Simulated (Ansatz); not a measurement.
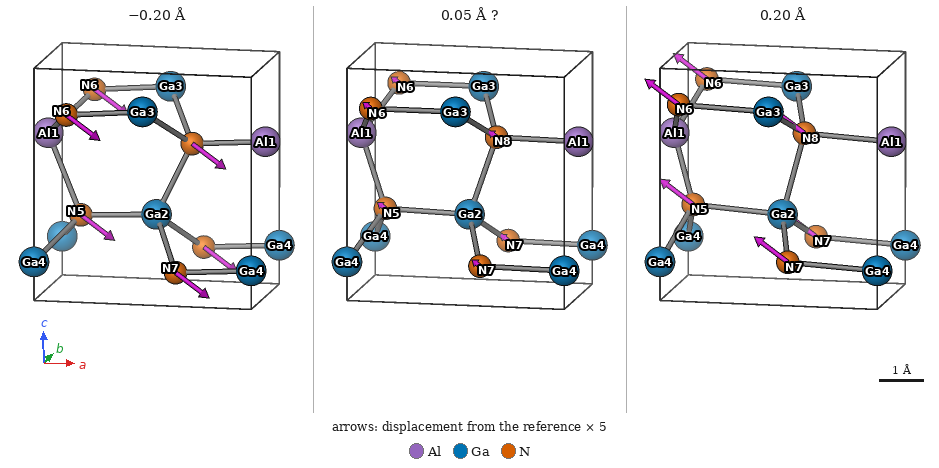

A scan of a crystal of AlGa$_{3}$N$_{4}$ (Pm): the whole N sublattice is shifted rigidly, towards the nearest copy of atom 8 (N) at 3.080 Å, all else fixed. Style: ball-and-stick. Shown: the cell of the calculation, slightly off an axis. Purple arrows: displacements from the reference.

Method: DFT r2SCAN, scalar-relativistic, plane waves, PAW in Ansatz. Set-up: plane-wave cutoff 500 eV; k-point mesh 6 × 8 × 4; occupations gaussian; smearing width 0.05 eV; no spin polarisation. Energies (free energies at the smearing named) are counted from the relaxed crystal.

```
displacement (Å)  ΔE (meV/cell)
          −0.200           1094
          −0.150            604
          −0.100            264
          −0.050             65
           0.000              0
           0.050              ?
           0.100            252
           0.150            562
           0.175            763
           0.200            993
```

Fill in the missing row.

Answer. A straight line between the two neighbours gives 126 meV/cell. A cubic through the four nearest rows (−0.050, 0.000, 0.100, 0.150) gives, with Lagrange weights, (−0.1667)(65) + (0.6667)(0) + (0.6667)(252) + (−0.1667)(562) = 63 meV/cell. The calculation gives 64 meV/cell, so the cubic is 1 meV/cell too low and the straight line 62 meV/cell too high, as the curve bends upwards here.

The whole profile:

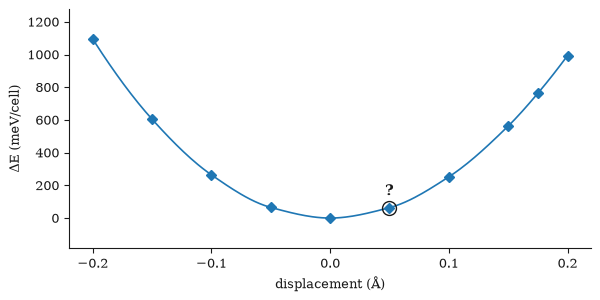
